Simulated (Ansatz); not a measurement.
## Pt: geometry relaxation

Pt (4 atoms in the cell), computed with DFT PBE+D3(BJ), scalar-relativistic, plane waves, PAW, no spin polarisation (Ansatz 0.2.0).

The structure derives from an entry of the Crystallography Open Database. It belongs to a series of runs on one base structure; here: film's bulk on the substrate's plane, third vector and atoms relaxed. Figures and captions count atoms from 1; the log counts them from 0 in places.

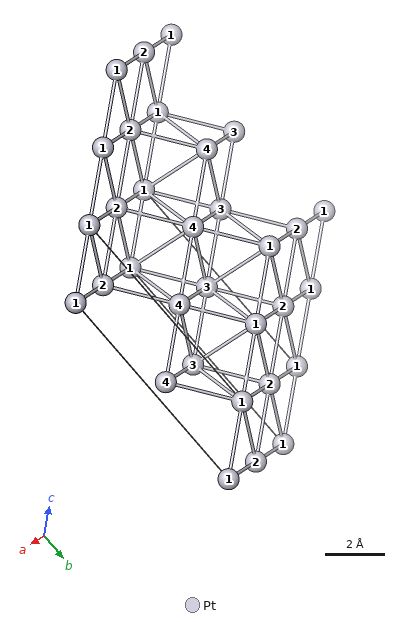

The starting structure (ball-and-stick view of the cell of the calculation, repeated 1 × 1 × 3, seen slightly off an axis; atoms are numbered from 1 in the order of the input). An atom can appear more than once, as a periodic image. Near neighbours in the periodic cell (some may lie outside the picture): Pt has 12 Pt at 2.73 to 2.80 Å.

**The input**
```yaml
crystal:
  lattice:
    - [5.4684362445, 0.0, 0.0]
    - [-2.7342181222, 7.8930078445, 0.0]
    - [-1.3671090611, -1.9732519611, 1.3983515732]
  atoms:
    - { symbol: Pt, position: [0.0, 0.0, 0.0] }
    - { symbol: Pt, position: [0.5, 0.0, 0.0] }
    - { symbol: Pt, position: [0.25, 0.5, 0.0] }
    - { symbol: Pt, position: [0.75, 0.5, 0.0] }
basis:
  ecutwfc: 420
kpoints:
  mp_grid: { grid: [7, 5, 24] }
hamiltonian:
  xc: pbe
  dispersion: d3bj
scf:
  occupations: { method: gaussian, width: 0.1 }
output:
  forces: true
  stress: true
  eigenvalues: true
relax:
  adjacent_minimum: "off"
  f_tol: 0.01
  max_steps: 50
  cell: { fix: [a, b, gamma], stress_tol: 0.1 }
```

Run on 8 threads of Arm Neoverse V1, 24 GiB of memory available, shared host.

Run as:
```bash
ansatz run input.yaml --threads 8 --pin off --max-ram 20480MiB --backend cpu --events-out ev --progress --plain --runs-dir out
```

**Log**
```
Engine: ansatz 0.2.0, aarch64-unknown-linux-gnu
Pseudopotentials: kind: paw
Pseudopotential: Pt, paw, valence charge 18, recommended cutoff 420 eV (normal), Pt.paw.azcp
Functional definition: PBE
  parameter kappa = 0.804
  parameter beta = 0.06672455060314922
  exchange = pbe_x(kappa = kappa, mu = beta*pi^2/3)
  correlation = pbe_c(beta = beta)
Crystal: 4 atoms, lattice volume = 60.356 Å³
Basis set: ecut = 420 eV, 1177 PW (Γ), exchange–correlation on 80×120×40 points (8 copies of the dense FFT grid, shifted against one another)
Bands: 44, of which v1, the nominal top of the filled ones, is band 36 counted from 1 (35 counted from 0)
Symmetry: 8 space group operations
Space group: Immm (ITA 71), of the structure as read, at distance tolerance 3.9e-5 Å
k-points: 421 of 840
Non-local potential: Pt, projectors of the file, l = 0: 3, l = 1: 2, l = 2: 2, l = 3: 1
PAW form: soft (Blöchl's): semilocal exchange-correlation on the pseudo side does not see the compensation charge
PAW one-centre angular grid: Pt, 590 points (default); XC on 64 Gauss nodes
Initial density: superposition of atomic densities (neutral atoms: chi_scale 0, normalization atom), corrected by the library's trained network
Initial wavefunctions: pseudopotential atomic-orbital guess
Functional: x = pbe(κ = 0.804, μ = 0.2195149727645171), c = pbe(β = 0.06672455060314922)
SCF iter   1: F=—  HF=-50095.118617 eV  |F-HF|=—  |Δ(HF+E_count)|=         —  Δρ=3.64e-3  dr2=1.27e-3  ethr=1.77e-3  ⟨swp⟩=5.6  Hψ=63796  notcnv=0  defer=301
preconditioner: auto → Kerker (q_TF=auto, 2.810 Å⁻¹)  [metal: Δε(μ)=0.003 eV  Ē_g=9.339 eV  σ=0.100 eV  W_gap=0.02  n_scr=26 (ndim 8)  ℏωp=30.2 eV  f_vac=0.000  D(μ)=7.53/eV (n_scr^D=114)]
SCF iter   2: F=—  HF=-50095.122222 eV  |F-HF|=—  |Δ(HF+E_count)|=   3.61e-3  Δρ=2.00e-3  dr2=3.93e-4  ethr=1.77e-6  ⟨swp⟩=3.0  Hψ=39238  notcnv=0  defer=319
SCF iter   3: F=—  HF=-50095.122944 eV  |F-HF|=—  |Δ(HF+E_count)|=   7.21e-4  Δρ=1.31e-4  dr2=3.50e-6  ethr=5.46e-7  ⟨swp⟩=2.0  Hψ=24859  notcnv=0  defer=319
SCF iter   4: F=—  HF=-50095.122931 eV  |F-HF|=—  |Δ(HF+E_count)|=   1.24e-5  Δρ=4.79e-5  dr2=6.60e-7  ethr=4.87e-9  ⟨swp⟩=2.3  Hψ=26816  notcnv=0  defer=319
iter 5 did not close the SCF: its close was put off for the readings that it lacked (scf_convergence_deferred on its scf_iter line)
SCF iter   5: F=-50095.122931 eV  HF=-50095.122931 eV  |F-HF|=6.55e-10  |Δ(HF+E_count)|=   3.08e-7  Δρ=8.75e-6  dr2=3.76e-8  ethr=9.17e-10  ⟨swp⟩=2.0  Hψ=22639  notcnv=0  defer=319
SCF iter   6: F=-50095.122931 eV  HF=-50095.122931 eV  |F-HF|=1.75e-10  |Δ(HF+E_count)|=   2.30e-9  Δρ=1.91e-6  dr2=1.43e-9  ethr=5.22e-11  ⟨swp⟩=5.8  Hψ=61193  notcnv=0
SCF 1 converged in 6 iterations: F = -50095.122931 eV  dr2 = 1.43e-9
  greatest PAW one-centre occupation: 1.000 electrons in one spin orbital (limit 2), on the Pt atom at site 3 (counted from 0), in its partial waves of l = 0
relax step   1: F+E_penalty+E_count = -50095.12293147 eV  Δ(F+E_penalty+E_count) = +0.000e0 eV  max|allowed force component| = 3.578e-27 eV/Å  Δτ_max = 0.0000 Å  P = +1.371 GPa  Ω = 60.356 Å³  fix = [a, b, gamma]  reactions: a +3.967, b +0.442 GPa; gamma -0.274 GPa/rad  (6 SCF iters, dr2 threshold 1.00e-7 eV, accepted)
Crystal: 4 atoms, lattice volume = 60.261 Å³
Basis set: ecut = 420 eV, 1175 PW (Γ), exchange–correlation on 80×120×40 points (8 copies of the dense FFT grid, shifted against one another)
Initial density: handed on by an earlier stage of this run
Initial wavefunctions: those handed on with the density
iter 1 solved again at ethr=9.47e-8 eV; its pass at ethr=3.10e-3 eV (dr2=6.82e-5 eV) is discarded
SCF iter   1: F=—  HF=-50095.123001 eV  |F-HF|=—  |Δ(HF+E_count)|=         —  Δρ=4.15e-4  dr2=3.00e-5  ethr=9.47e-8  ⟨swp⟩=2.8  Hψ=75309  notcnv=0
preconditioner: auto → Kerker (q_TF=auto, 2.810 Å⁻¹)  [metal: Δε(μ)=0.002 eV  Ē_g=9.352 eV  σ=0.100 eV  W_gap=0.01  n_scr=26 (ndim 8)  ℏωp=30.3 eV  f_vac=0.000  D(μ)=7.55/eV (n_scr^D=114)]
SCF iter   2: F=—  HF=-50095.122995 eV  |F-HF|=—  |Δ(HF+E_count)|=   5.87e-6  Δρ=1.96e-4  dr2=6.73e-6  ethr=4.17e-8  ⟨swp⟩=1.0  Hψ=18524  notcnv=0
iter 3 did not close the SCF: its close was put off for the readings that it lacked (scf_convergence_deferred on its scf_iter line)
SCF iter   3: F=-50095.122993 eV  HF=-50095.122993 eV  |F-HF|=1.38e-8  |Δ(HF+E_count)|=   1.50e-6  Δρ=2.41e-5  dr2=1.57e-7  ethr=9.35e-9  ⟨swp⟩=2.0  Hψ=27249  notcnv=0
iter 4 did not close the SCF: its close was put off for the readings that it lacked (scf_convergence_deferred on its scf_iter line)
SCF iter   4: F=-50095.122993 eV  HF=-50095.122993 eV  |F-HF|=8.73e-10  |Δ(HF+E_count)|=   4.69e-9  Δρ=3.76e-6  dr2=4.08e-9  ethr=2.18e-10  ⟨swp⟩=2.2  Hψ=26898  notcnv=0
iter 5 did not close the SCF: its close was put off for the readings that it lacked (scf_convergence_deferred on its scf_iter line)
SCF iter   5: F=-50095.122993 eV  HF=-50095.122993 eV  |F-HF|=8.73e-11  |Δ(HF+E_count)|=  8.66e-10  Δρ=1.12e-6  dr2=4.84e-10  ethr=5.67e-12  ⟨swp⟩=2.3  Hψ=29210  notcnv=0
SCF iter   6: F=-50095.122993 eV  HF=-50095.122993 eV  |F-HF|=2.91e-11  |Δ(HF+E_count)|=  1.16e-10  Δρ=2.32e-7  dr2=2.71e-11  ethr=1.00e-12  ⟨swp⟩=1.0  Hψ=38742  notcnv=0
SCF 2 converged in 6 iterations: F = -50095.122993 eV  dr2 = 2.71e-11
relax step   2: F+E_penalty+E_count = -50095.12299327 eV  Δ(F+E_penalty+E_count) = -6.180e-5 eV  max|allowed force component| = 2.059e-28 eV/Å  Δτ_max = 0.0000 Å  P = +1.805 GPa  Ω = 60.261 Å³  energy of the carried Pulay correction = +4.517e-5 eV  fix = [a, b, gamma]  reactions: a +4.304, b +0.858 GPa; gamma -0.418 GPa/rad  (6 SCF iters, dr2 threshold 2.24e-7 eV, accepted)
Crystal: 4 atoms, lattice volume = 60.305 Å³
iter 1 solved again at ethr=1.84e-8 eV; its pass at ethr=3.10e-3 eV (dr2=1.32e-5 eV) is discarded
SCF iter   1: F=—  HF=-50095.123008 eV  |F-HF|=—  |Δ(HF+E_count)|=         —  Δρ=1.84e-4  dr2=5.95e-6  ethr=1.84e-8  ⟨swp⟩=2.8  Hψ=74325  notcnv=0
preconditioner: auto → Kerker (q_TF=auto, 2.810 Å⁻¹)  [metal: Δε(μ)=0.002 eV  Ē_g=9.345 eV  σ=0.100 eV  W_gap=0.01  n_scr=26 (ndim 8)  ℏωp=30.2 eV  f_vac=0.000  D(μ)=7.55/eV (n_scr^D=114)]
SCF iter   2: F=—  HF=-50095.123007 eV  |F-HF|=—  |Δ(HF+E_count)|=   9.92e-7  Δρ=8.76e-5  dr2=1.34e-6  ethr=8.26e-9  ⟨swp⟩=1.0  Hψ=18524  notcnv=0
iter 3 did not close the SCF: its close was put off for the readings that it lacked (scf_convergence_deferred on its scf_iter line)
SCF iter   3: F=-50095.123007 eV  HF=-50095.123007 eV  |F-HF|=2.51e-9  |Δ(HF+E_count)|=   2.96e-7  Δρ=1.07e-5  dr2=3.09e-8  ethr=1.87e-9  ⟨swp⟩=2.0  Hψ=26979  notcnv=0
iter 4 did not close the SCF: its close was put off for the readings that it lacked (scf_convergence_deferred on its scf_iter line)
SCF iter   4: F=-50095.123007 eV  HF=-50095.123007 eV  |F-HF|=1.67e-10  |Δ(HF+E_count)|=  9.53e-10  Δρ=1.65e-6  dr2=7.70e-10  ethr=4.30e-11  ⟨swp⟩=2.2  Hψ=27200  notcnv=0
iter 5 did not close the SCF: its close was put off for the readings that it lacked (scf_convergence_deferred on its scf_iter line)
SCF iter   5: F=-50095.123007 eV  HF=-50095.123007 eV  |F-HF|=0.00e0  |Δ(HF+E_count)|=  1.89e-10  Δρ=4.87e-7  dr2=8.77e-11  ethr=1.07e-12  ⟨swp⟩=2.3  Hψ=28919  notcnv=0
SCF iter   6: F=-50095.123007 eV  HF=-50095.123007 eV  |F-HF|=3.64e-11  |Δ(HF+E_count)|=  4.37e-11  Δρ=9.90e-8  dr2=4.86e-12  ethr=1.00e-12  ⟨swp⟩=1.0  Hψ=38732  notcnv=0
SCF 3 converged in 6 iterations: F = -50095.123007 eV  dr2 = 4.86e-12
relax step   3: F+E_penalty+E_count = -50095.12300702 eV  Δ(F+E_penalty+E_count) = -1.376e-5 eV  max|allowed force component| = 2.931e-28 eV/Å  Δτ_max = 0.0000 Å  P = +1.606 GPa  Ω = 60.305 Å³  energy of the carried Pulay correction = +2.449e-5 eV  fix = [a, b, gamma]  reactions: a +4.149, b +0.667 GPa; gamma -0.352 GPa/rad  (6 SCF iters, dr2 threshold 1.61e-7 eV, accepted)
Initial wavefunctions: pseudopotential atomic-orbital guess (no wavefunctions were taken with the density)
iter 1 solved again at ethr=1.67e-8 eV; its pass at ethr=3.10e-3 eV (dr2=1.20e-5 eV) is discarded
SCF iter   1: F=—  HF=-50095.122981 eV  |F-HF|=—  |Δ(HF+E_count)|=         —  Δρ=3.27e-6  dr2=1.08e-9  ethr=1.67e-8  ⟨swp⟩=3.7  Hψ=111723  notcnv=0
SCF iter   2: F=—  HF=-50095.122981 eV  |F-HF|=—  |Δ(HF+E_count)|=   1.03e-7  Δρ=1.60e-6  dr2=2.43e-10  ethr=1.51e-12  ⟨swp⟩=2.8  Hψ=38010  notcnv=0
iter 3 did not close the SCF: its close was put off for the readings that it lacked (scf_convergence_deferred on its scf_iter line)
SCF iter   3: F=-50095.122981 eV  HF=-50095.122981 eV  |F-HF|=7.28e-12  |Δ(HF+E_count)|=  2.04e-10  Δρ=2.10e-7  dr2=8.53e-12  ethr=1.00e-12  ⟨swp⟩=2.0  Hψ=33714  notcnv=0
iter 4 did not close the SCF: its close was put off for the readings that it lacked (scf_convergence_deferred on its scf_iter line)
SCF iter   4: F=-50095.122981 eV  HF=-50095.122981 eV  |F-HF|=7.28e-12  |Δ(HF+E_count)|=  2.18e-11  Δρ=4.94e-8  dr2=4.23e-13  ethr=1.00e-12  ⟨swp⟩=1.0  Hψ=18524  notcnv=0
iter 5 did not close the SCF: its close was put off for the readings that it lacked (scf_convergence_deferred on its scf_iter line)
SCF iter   5: F=-50095.122981 eV  HF=-50095.122981 eV  |F-HF|=1.46e-11  |Δ(HF+E_count)|=  1.46e-11  Δρ=9.14e-9  dr2=2.55e-14  ethr=1.00e-12  ⟨swp⟩=1.0  Hψ=18524  notcnv=0
iter 6 did not close the SCF: its close was put off for the readings that it lacked (scf_convergence_deferred on its scf_iter line)
SCF iter   6: F=-50095.122981 eV  HF=-50095.122981 eV  |F-HF|=2.18e-11  |Δ(HF+E_count)|=  1.46e-11  Δρ=2.11e-9  dr2=2.15e-15  ethr=1.00e-12  ⟨swp⟩=1.0  Hψ=18524  notcnv=0
SCF iter   7: F=-50095.122981 eV  HF=-50095.122981 eV  |F-HF|=2.18e-11  |Δ(HF+E_count)|=  7.28e-12  Δρ=3.76e-10  dr2=6.49e-17  ethr=1.00e-12  ⟨swp⟩=1.0  Hψ=38811  notcnv=0
SCF 4 converged in 7 iterations: F = -50095.122981 eV  dr2 = 6.49e-17
relax step   4: F+E_penalty+E_count = -50095.12298105 eV  Δ(F+E_penalty+E_count) = +2.598e-5 eV  max|allowed force component| = 2.120e-29 eV/Å  Δτ_max = 0.0000 Å  P = +1.606 GPa  Ω = 60.305 Å³  fix = [a, b, gamma]  reactions: a +4.150, b +0.668 GPa; gamma -0.352 GPa/rad  stress off target by 1.05e-2 GPa on what of the cell is left free  SCF on the basis re-selected at this cell (its energy is not comparable with the rows above)  (7 SCF iters)
```

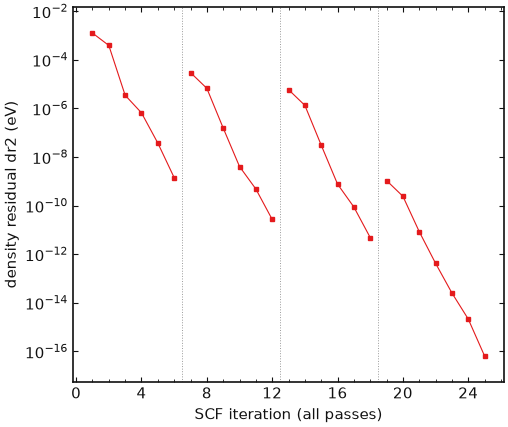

Convergence of the self-consistent field: density residual dr2 against the SCF iteration. The dotted lines part the SCF passes of the relaxation: geometry steps, rejected trials and re-solves on a re-selected basis. The passes take 6, 6, 6 and 7 iterations.

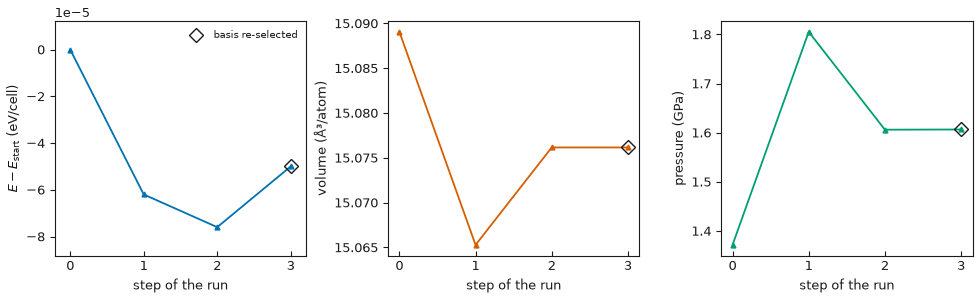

Progress of the relaxation, step by step (the first geometry is step 0 here and step 1 in the log). The atoms keep their places relative to the cell (all moves are under 0.005 Å). Over 2 geometry steps the energy falls by 0.1 meV per cell of the calculation. All forces vanish by symmetry, so only the cell relaxes. Pressure: 1.37 GPa at the start and 1.61 GPa at the end. A last SCF at the same geometry on a re-selected plane-wave basis shifts the energy by +0.0 meV per cell of the calculation.

```
basis re-selected at this cell: Δ(F+E_penalty+E_count) = +2.598e-5 eV, ΔP = +0.000 GPa vs the last step (what re-selecting the basis moved, of the pressure what is left beyond the Pulay correction that the steps carried, after the strain that the cell walked since its last selection, with what the two solves' SCF thresholds leave and, on support functions, any second-order correction that the steps lacked; it is no measure of the basis error at this ecutwfc). This SCF's stress stands 1.05e-2 GPa from its target on what of the cell is left free (relax.cell.stress_tol is 1.00e-1 GPa) and its largest allowed force component is 2.12e-29 eV/Å (relax.f_tol is 1.00e-2 eV/Å): within both
SCF converged after 7 iterations
Free energy (F): -50095.122981 eV
Harris-Foulkes:  -50095.122981 eV  (|F-HF|=2.18e-11)
Internal energy: -50095.085225 eV  (E = F + TS)
E sigma→0 (E₀):  -50095.104103 eV
Entropy (-TS):   -0.037756 eV (-9.439 meV/atom)
Fermi energy:    23.406316 eV
--- Per-component energies (eV) ---
  E_band       = -512.805939
  E_kinetic    = 2553.711420
  E_local      = -5844.146549  (includes V_loc(G=0)·N_el)
  E_nonlocal   = 799.151695
  E_hartree    = 2172.950017
  E_xc         = -1048.698364
  E_vxc        = -1213.528949  (∫ρ·V_xc dr)
  E_paw        = -37816.049770  (= ΣΔE_a)
  E_vpaw       = -1153.894384  (= ΣTr[D̂ρ^β])
  E_aug_tail   = 0.000794  (compensation charges beyond the density's cutoff)
  E_ewald      = -10908.885493
  E_disp       = -3.118976  (pairwise vdW)
  E_smearing   = -0.037756  (= −TS)
  E_closure    = 0.000000  (closes the sum)
  Σ components = -50095.122981   (vs F -50095.122981, Δ=0.00e0)
--- Forces (eV/Å), atoms counted from 1 ---
  atom   1  Pt    -0.00000000     0.00000000     0.00000000
  atom   2  Pt    -0.00000000     0.00000000     0.00000000
  atom   3  Pt    -0.00000000     0.00000000     0.00000000
  atom   4  Pt    -0.00000000     0.00000000     0.00000000
  max |Σ_I F_I| component: 1.17e-28 eV/Å
--- Stress (GPa, compression-positive) ---
        4.112232       0.107990       0.005285
        0.107990       0.705066       0.008314
        0.005285       0.008314       0.002085
  P = ⅓ Tr σ = 1.6065 GPa (16.065 kbar)
--- Band table (eV; the first three rows and the last of 421) ---
  k-point 0: bands = ["-75.0948", "-75.0632", "-75.0545", "-75.0545", "-29.5424", "-29.5161", "-29.5161", "-29.2653", "-29.2653", "-29.2167", "-29.2167", "-29.1639", "-29.1510", "-29.0985", "-29.0900", "-29.0793", "13.1780", "16.0344", "17.1171", "17.1171", "18.2794", "18.2794", "19.3762", "19.5150", "19.5194", "19.7374", "19.7828", "19.9251", "19.9251", "21.2010", "21.2010", "21.7156", "21.8427", "22.8292", "23.3918", "23.4687", "23.6416", "23.6416", "26.5556", "26.5556", "29.1099", "30.8963", "30.8963", "37.4324"]
  k-point 1: bands = ["-75.0934", "-75.0638", "-75.0569", "-75.0520", "-29.5284", "-29.5274", "-29.5086", "-29.2954", "-29.2391", "-29.2369", "-29.1874", "-29.1651", "-29.1524", "-29.1003", "-29.0988", "-29.0955", "13.3609", "16.0875", "16.9872", "17.0483", "17.7640", "18.8168", "19.3623", "19.4293", "19.5942", "19.7889", "19.8211", "19.8473", "20.4761", "20.6033", "21.7364", "21.7607", "21.8803", "21.9486", "23.4300", "23.4780", "23.6351", "23.6394", "25.7899", "27.3235", "29.8341", "30.9022", "31.0823", "35.7442"]
  k-point 2: bands = ["-75.0894", "-75.0657", "-75.0587", "-75.0502", "-29.5388", "-29.5092", "-29.4863", "-29.3087", "-29.2578", "-29.2230", "-29.1685", "-29.1575", "-29.1564", "-29.1505", "-29.1151", "-29.1048", "13.8885", "16.2155", "16.7329", "16.9343", "17.4196", "19.1803", "19.2084", "19.3465", "19.7622", "20.0376", "20.0408", "20.0604", "20.3538", "20.4650", "21.0331", "21.5475", "21.8515", "22.4733", "23.0350", "23.3179", "23.4633", "23.7624", "25.3048", "27.9343", "30.9745", "31.3215", "31.5578", "34.3645"]
  k-point 420: bands = ["-75.0814", "-75.0723", "-75.0598", "-75.0527", "-29.4609", "-29.4427", "-29.3888", "-29.3733", "-29.2859", "-29.2465", "-29.2233", "-29.1670", "-29.1591", "-29.1410", "-29.1294", "-29.1255", "14.8344", "15.8604", "17.2384", "17.3592", "18.2394", "18.7163", "19.0089", "19.0253", "19.6299", "19.8221", "19.9866", "20.2805", "20.3785", "20.4445", "20.4754", "20.8722", "21.6232", "21.7967", "22.1509", "22.4643", "22.7062", "23.1918", "25.7593", "28.8036", "29.6568", "31.5731", "34.9013", "36.2056"]
--- Relaxed structure (3 steps of the walk, 3 accepted, 1 SCFs on fresh bases) ---
  F+E_penalty+E_count = -50095.12298105 eV   max|allowed force component| = 2.120e-29 eV/Å   (the final SCF, on the basis selected at the relaxed cell)
  cell:  # Å, volume = 60.3047 Å³
    - [5.46843618473841, -6.358574011577778e-8, 0.0008084583411446115]
    - [-2.7342181840973154, 7.893007778641866, 0.0008373505533427913]
    - [-1.3669022897097984, -1.9730319583893592, 1.3966443254761016]
  atoms:
    - { symbol: Pt, position: [-5.043771709452791e-38, -3.3625144730016163e-38, -1.3450057892176866e-37] }
    - { symbol: Pt, position: [0.5, 0.0, 0.0] }
    - { symbol: Pt, position: [0.24999999999999997, 0.5, -1.0842021724855044e-19] }
    - { symbol: Pt, position: [0.75, 0.5, 0.0] }
```

**Trajectory as extended XYZ (Å, eV, eV/Å), 4 frames, from step=1 to step=4**
```
4
Lattice="5.4684 0.0000 0.0000 -2.7342 7.8930 0.0000 -1.3671 -1.9733 1.3984" Properties=species:S:1:pos:R:3:forces:R:3 step=1 energy=-50095.12293 pressure_GPa=1.37
Pt    0.0000    0.0000    0.0000    0.0000   0.0000   0.0000
Pt    2.7342    0.0000    0.0000    0.0000   0.0000   0.0000
Pt    0.0000    3.9465    0.0000    0.0000   0.0000   0.0000
Pt    2.7342    3.9465    0.0000    0.0000   0.0000   0.0000
4
Lattice="5.4684 0.0000 0.0009 -2.7342 7.8930 0.0010 -1.3669 -1.9730 1.3955" Properties=species:S:1:pos:R:3:forces:R:3 step=2 energy=-50095.12299 pressure_GPa=1.81
Pt    0.0000    0.0000    0.0000    0.0000   0.0000   0.0000
Pt    2.7342    0.0000    0.0005    0.0000   0.0000   0.0000
Pt    0.0000    3.9465    0.0007    0.0000   0.0000   0.0000
Pt    2.7342    3.9465    0.0012    0.0000   0.0000   0.0000
4
Lattice="5.4684 0.0000 0.0008 -2.7342 7.8930 0.0008 -1.3669 -1.9730 1.3966" Properties=species:S:1:pos:R:3:forces:R:3 step=3 energy=-50095.12301 pressure_GPa=1.61
Pt    0.0000    0.0000    0.0000    0.0000   0.0000   0.0000
Pt    2.7342    0.0000    0.0004    0.0000   0.0000   0.0000
Pt    0.0000    3.9465    0.0006    0.0000   0.0000   0.0000
Pt    2.7342    3.9465    0.0010    0.0000   0.0000   0.0000
4
Lattice="5.4684 0.0000 0.0008 -2.7342 7.8930 0.0008 -1.3669 -1.9730 1.3966" Properties=species:S:1:pos:R:3:forces:R:3 step=4 energy=-50095.12298 pressure_GPa=1.61
Pt    0.0000    0.0000    0.0000    0.0000   0.0000   0.0000
Pt    2.7342    0.0000    0.0004    0.0000   0.0000   0.0000
Pt    0.0000    3.9465    0.0006    0.0000   0.0000   0.0000
Pt    2.7342    3.9465    0.0010    0.0000   0.0000   0.0000
```

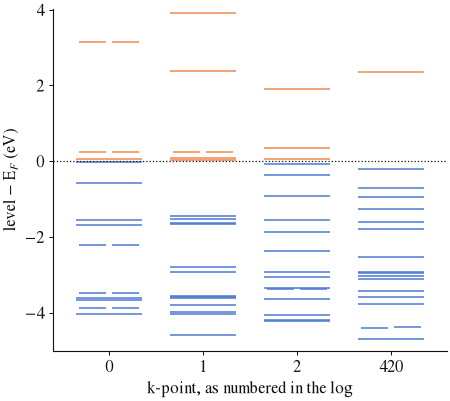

Kohn–Sham levels near the Fermi level (dotted) at the few k-points that the log prints; levels within 0.02 eV of each other stand side by side. The system is metallic on the full mesh.

**Key numbers**

- outcome: converged
- space group (tolerance 0.01 Å): Immm (71)
- electrons treated: 72
- free energy: −50095.1230 eV
- Fermi energy: 23.406 eV
- gap on the k-point mesh: none (metallic)
- pressure: 1.61 GPa
- final volume: 60.30 Å³
- largest force (length of the vector) at the end: under 0.001 eV/Å
- final cell: a = 5.468 Å, b = 8.353 Å, c = 2.777 Å, α = 120.68°, β = 119.48°, γ = 109.11°
- wall time: 31 s (CPU time 4 min)
- peak memory: 1.1 GiB

Spin–orbit coupling is left out, which matters for Pt.
